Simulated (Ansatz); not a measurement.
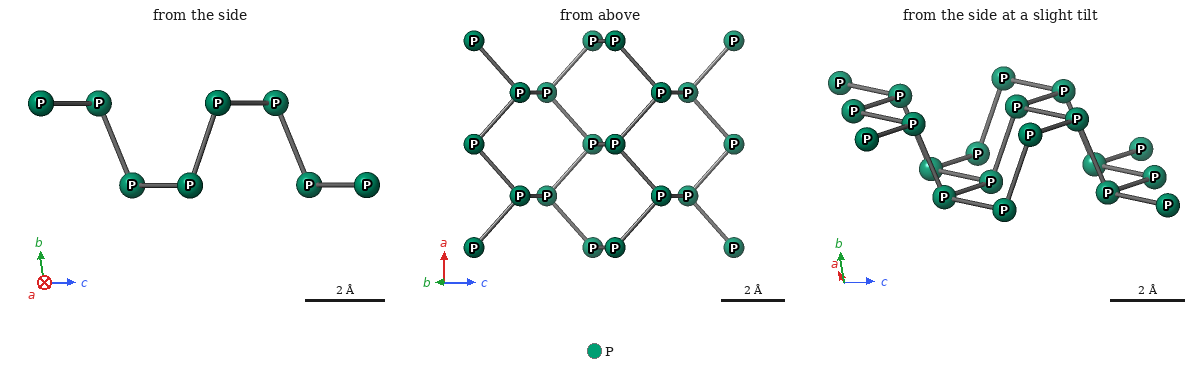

A ball-and-stick picture of a periodic sheet, seen from the side, from above and from the side at a slight tilt. The surface normal points up in side views; the vacuum is left out. 2×1 cells are drawn in the plane, with atoms at the edges repeated.

The cell holds 8 P.

> What height do the atoms span?

About 2.1 Å from the lowest to the highest atom.

> Count the planes and say what each contains, starting at the top.

Two planes: P / P.

> How do the atoms link up?

Each P atom is coordinated by three P in a trigonal pyramidal arrangement at about 2.2 Å. The bonds build P layers parallel to the surface.

The initial geometry was a structure listed in the Materials Project. The cell was then strained or its atoms displaced on purpose. An electronic-structure calculation with Ansatz was run on it.
